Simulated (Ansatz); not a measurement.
**A series of single points on BiS**

System: BiS (2 atoms in the cell).
Method: DFT PBEsol, scalar-relativistic, plane waves, PAW, no spin polarisation (Ansatz 0.2.0).

The 7 runs differ only in the geometry, by an even scaling of the cell at fixed fractional positions. The structure was built on a prototype by a generator; it need not be a known phase.

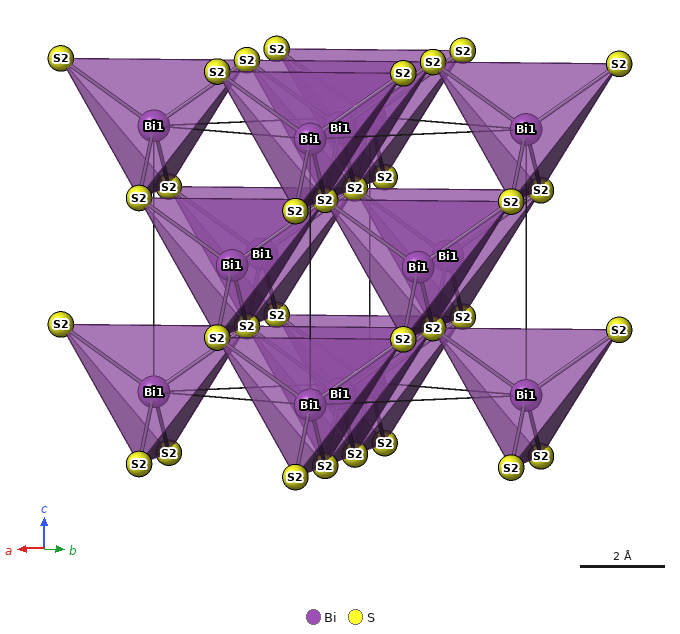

Figure 1. The structure of run 4 (polyhedral view of the cell 4 times as large as that of the calculation, set on its symmetry axes, seen at an oblique angle; polyhedra are completed across the faces of the cell; atoms are numbered from 1 in the order of the input).

### Input of run 4
```yaml
crystal:
  lattice:
    - [0.0, 3.1934945459, 3.1934945459]
    - [3.1934945459, 0.0, 3.1934945459]
    - [3.1934945459, 3.1934945459, 0.0]
  atoms:
    - { symbol: Bi, position: [0.0, 0.0, 0.0] }
    - { symbol: S, position: [0.25, 0.25, 0.25] }
basis:
  ecutwfc: 420
  ecutrho_ratio: 4
kpoints:
  mp_grid: { grid: [8, 8, 8] }
hamiltonian:
  xc: pbesol
scf:
  occupations: { method: gaussian, width: 0.05 }
output:
  forces: true
  stress: true
  eigenvalues: true
```

Run 3 differs from it as follows:
```diff
-    - [0.0, 3.1934945459, 3.1934945459]
-    - [3.1934945459, 0.0, 3.1934945459]
-    - [3.1934945459, 3.1934945459, 0.0]
+    - [0.0, 3.1716206091, 3.1716206091]
+    - [3.1716206091, 0.0, 3.1716206091]
+    - [3.1716206091, 3.1716206091, 0.0]
```

### Results, with one run withheld

```tsv
run	volume per atom (Å³)	free energy per atom, from the lowest run given (meV)	pressure (GPa)
1	30.547	35.28	4.58
2	31.480	14.07	2.74
3	31.904	?	?
4	32.569	1.80	0.92
5	33.233	0.00	−0.04
6	33.898	2.00	−0.91
7	34.563	7.40	−1.68
```

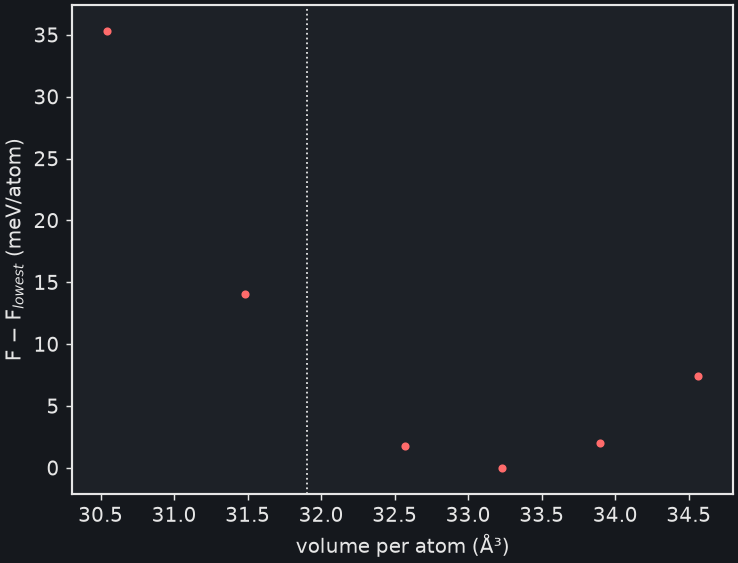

Figure 2. Free energy per atom of the runs given; the dotted line marks run 3.

Estimate the energy of run 3 from the others.

A cubic polynomial in V^(−2/3) (the Birch–Murnaghan form), fitted to the 6 runs given, misses them by under 0.01 meV per atom. With x = V^(−2/3) − 0.09786 Å⁻², it reads F = 1.2833 + 2423.2 x + 1.1466e+06 x² + 2.2491e+06 x³ (meV per atom). At run 3 it gives 7.81 meV per atom, and the run itself gives 7.81. The slope of the fit gives a pressure −dF/dV of 2.00 GPa there, and the run prints 2.00 GPa. The fit has its minimum at 33.204 Å³ per atom, where V d²F/dV² gives 45.8 GPa: the bulk modulus at this level, since symmetry fixes the shape and the positions.

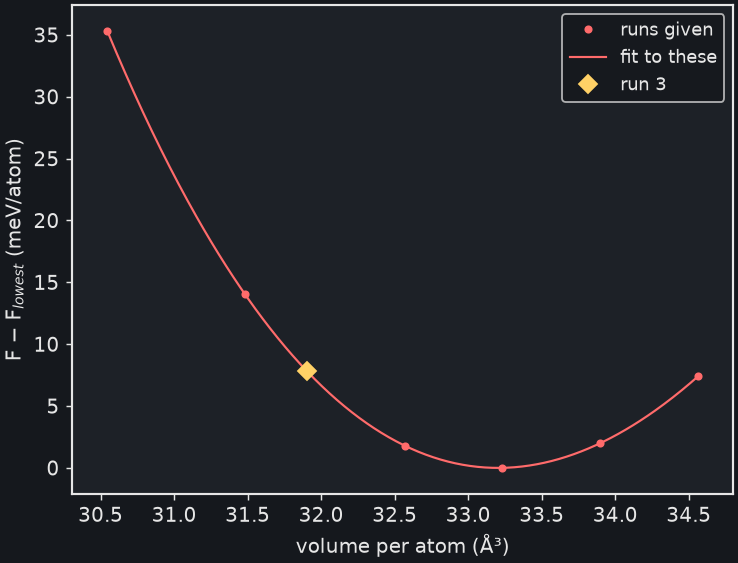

Figure 3. The fit and the withheld run.

### Output, shortened to warnings, some set-up lines, iterations and results (run 3)
```
Basis set: ecut = 420 eV, 1243 PW (Γ), exchange–correlation on 60×60×60 points (8 copies of the dense FFT grid, shifted against one another)
Symmetry: 24 space group operations
k-points: 29 of 512 (time reversal used)
Initial density: superposition of atomic densities (neutral atoms: chi_scale 0, normalization atom), corrected by the library's trained network
[...]
SCF iter   1: F=—  HF=-13126.614436 eV  |F-HF|=—  |Δ(HF+E_count)|=         —  Δρ=3.77e-3  dr2=1.83e-2  ethr=1.77e-3  ⟨swp⟩=6.7  Hψ=2505  notcnv=0
SCF iter   2: F=—  HF=-13126.609487 eV  |F-HF|=—  |Δ(HF+E_count)|=   4.95e-3  Δρ=1.91e-3  dr2=4.68e-3  ethr=8.71e-5  ⟨swp⟩=2.0  Hψ=747  notcnv=0  defer=1
SCF iter   3: F=—  HF=-13126.608513 eV  |F-HF|=—  |Δ(HF+E_count)|=   9.74e-4  Δρ=6.04e-4  dr2=4.10e-4  ethr=2.23e-5  ⟨swp⟩=2.7  Hψ=749  notcnv=0  defer=1
SCF iter   4: F=—  HF=-13126.608509 eV  |F-HF|=—  |Δ(HF+E_count)|=   4.30e-6  Δρ=2.53e-4  dr2=1.04e-4  ethr=1.95e-6  ⟨swp⟩=1.0  Hψ=424  notcnv=0  defer=1
SCF iter   5: F=—  HF=-13126.608507 eV  |F-HF|=—  |Δ(HF+E_count)|=   2.08e-6  Δρ=8.46e-5  dr2=4.88e-6  ethr=4.94e-7  ⟨swp⟩=2.7  Hψ=697  notcnv=0  defer=1
SCF iter   6: F=—  HF=-13126.608537 eV  |F-HF|=—  |Δ(HF+E_count)|=   3.03e-5  Δρ=2.19e-5  dr2=4.63e-7  ethr=2.32e-8  ⟨swp⟩=2.4  Hψ=574  notcnv=0  defer=1
SCF iter   7: F=-13126.608537 eV  HF=-13126.608537 eV  |F-HF|=1.81e-8  |Δ(HF+E_count)|=   3.69e-7  Δρ=5.07e-6  dr2=3.43e-8  ethr=4.76e-10  ⟨swp⟩=7.3  Hψ=2193  notcnv=0
SCF 1 converged in 7 iterations: F = -13126.608537 eV  dr2 = 3.43e-8
SCF converged after 7 iterations
Free energy (F): -13126.608537 eV
Harris-Foulkes:  -13126.608537 eV  (|F-HF|=1.81e-8)
Internal energy: -13126.607519 eV  (E = F + TS)
E sigma→0 (E₀):  -13126.608028 eV
Entropy (-TS):   -0.001019 eV (-0.509 meV/atom)
Fermi energy:    7.534902 eV
--- Per-component energies (eV) ---
  E_band       = -156.057667
  E_kinetic    = 407.382519
  E_local      = -1897.469483  (includes V_loc(G=0)·N_el)
  E_nonlocal   = 592.509124
  E_hartree    = 632.010298
  E_xc         = -246.197425
  E_vxc        = -231.021150  (∫ρ·V_xc dr)
  E_paw        = -11092.910090  (= ΣΔE_a)
  E_vpaw       = -291.474410  (= ΣTr[D̂ρ^β])
  E_aug_tail   = -0.000455  (compensation charges beyond the density's cutoff)
  E_ewald      = -1522.083709
  E_core_change = 0.151702  (= ΣΔE_core)
  E_smearing   = -0.001019  (= −TS)
  E_closure    = -0.000000  (closes the sum)
  Σ components = -13126.608537   (vs F -13126.608537, Δ=0.00e0)
--- Forces (eV/Å), atoms counted from 1 ---
  atom   1  Bi    -0.00000000     0.00000000    -0.00000000
  atom   2  S      0.00000000    -0.00000000    -0.00000000
  max |Σ_I F_I| component: 1.67e-16 eV/Å
--- Stress (GPa, compression-positive) ---
        1.997099      -0.000000      -0.000000
       -0.000000       1.997099       0.000000
       -0.000000       0.000000       1.997099
  P = ⅓ Tr σ = 1.9971 GPa (19.971 kbar)
```

Notes: Spin–orbit coupling is left out, which matters for Bi. The cell holds an odd number of electrons but the run has no spin polarisation, so it comes out as a metal.
